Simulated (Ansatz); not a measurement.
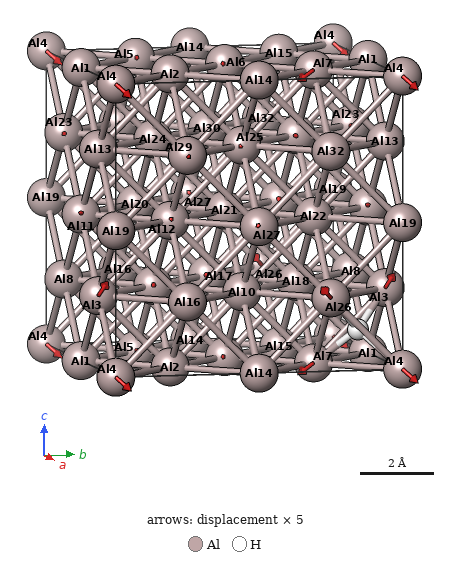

This is a relaxation of a defect cell of composition Al₃₂H. The starting structure is drawn; red arrows show the displacements, magnified 5 times.

Style: ball-and-stick. Shown: the cell of the calculation, slightly off an axis.

It is an interstitial H in fcc Al. The run prepares an end point of a later path (interstitial hop) calculation, from a guessed geometry.

The calculation used Ansatz 0.2.0, DFT PBEsol, scalar-relativistic, plane waves, PAW.

Input
```yaml
crystal:
  lattice:
    - [8.1, 0.0, 0.0]
    - [0.0, 8.1, 0.0]
    - [0.0, 0.0, 8.1]
  atoms:
    - { symbol: Al, position: [0.5, 0.0, 0.0] }
    - { symbol: Al, position: [0.75, 0.25, 0.0] }
    - { symbol: Al, position: [0.75, 0.0, 0.25] }
    - { symbol: Al, position: [0.0, 0.0, 0.0] }
    - { symbol: Al, position: [0.25, 0.25, 0.0] }
    - { symbol: Al, position: [0.5, 0.5, 0.0] }
    - { symbol: Al, position: [0.75, 0.75, 0.0] }
    - { symbol: Al, position: [0.25, 0.0, 0.25] }
    - { symbol: Al, position: [0.5, 0.25, 0.25] }
    - { symbol: Al, position: [0.75, 0.5, 0.25] }
    - { symbol: Al, position: [0.5, 0.0, 0.5] }
    - { symbol: Al, position: [0.75, 0.25, 0.5] }
    - { symbol: Al, position: [0.75, 0.0, 0.75] }
    - { symbol: Al, position: [0.0, 0.5, 0.0] }
    - { symbol: Al, position: [0.25, 0.75, 0.0] }
    - { symbol: Al, position: [0.0, 0.25, 0.25] }
    - { symbol: Al, position: [0.25, 0.5, 0.25] }
    - { symbol: Al, position: [0.5, 0.75, 0.25] }
    - { symbol: Al, position: [0.0, 0.0, 0.5] }
    - { symbol: Al, position: [0.25, 0.25, 0.5] }
    - { symbol: Al, position: [0.5, 0.5, 0.5] }
    - { symbol: Al, position: [0.75, 0.75, 0.5] }
    - { symbol: Al, position: [0.25, 0.0, 0.75] }
    - { symbol: Al, position: [0.5, 0.25, 0.75] }
    - { symbol: Al, position: [0.75, 0.5, 0.75] }
    - { symbol: Al, position: [0.0, 0.75, 0.25] }
    - { symbol: Al, position: [0.0, 0.5, 0.5] }
    - { symbol: Al, position: [0.25, 0.75, 0.5] }
    - { symbol: Al, position: [0.0, 0.25, 0.75] }
    - { symbol: Al, position: [0.25, 0.5, 0.75] }
    - { symbol: Al, position: [0.5, 0.75, 0.75] }
    - { symbol: Al, position: [0.0, 0.75, 0.75] }
    - { symbol: H, position: [0.8733917, 0.8751003, 0.1245141] }
basis:
  ecutwfc: 420.0
kpoints:
  mp_grid: { grid: [3, 3, 3] }
hamiltonian:
  xc: pbesol
scf:
  occupations: { method: gaussian, width: 0.1 }
  lower_state_search: "off"
relax:
  f_tol: 0.03
  max_steps: 60
  adjacent_minimum: "off"
```

Run as
```bash
ansatz run input.yaml --threads 4 --pin off --max-ram 10240MiB --backend cpu --events-out ev --progress --plain --runs-dir out
```

> Which element moves most?

Aluminium: up to 0.13 Å, against 0.01 Å for hydrogen.

> What did the optimiser do to the structure, and how much energy did it gain?

Over 2 accepted moves (3 points after the start) the energy falls by 0.307 eV per cell of the calculation. The largest force component goes from 0.76 to 0.017 eV/Å. 1 step only repeated the SCF at the same geometry. The largest moves, 0.13 Å, are those of Al3, Al4, Al7 and Al26. Al7 goes along [−1 −1 −1]. By element the largest moves are Al 0.13 Å, H 0.01 Å. The cell stays as it was. Some distances before and after: Al3–Al7 2.864 → 3.075 Å, Al3–Al26 2.864 → 3.074 Å, Al7–H33 1.744 → 1.878 Å, Al3–H33 1.748 → 1.880 Å.

Limits of the set-up: the periodic images lie only 8.1 Å apart, so the values are limited by the cell's size.
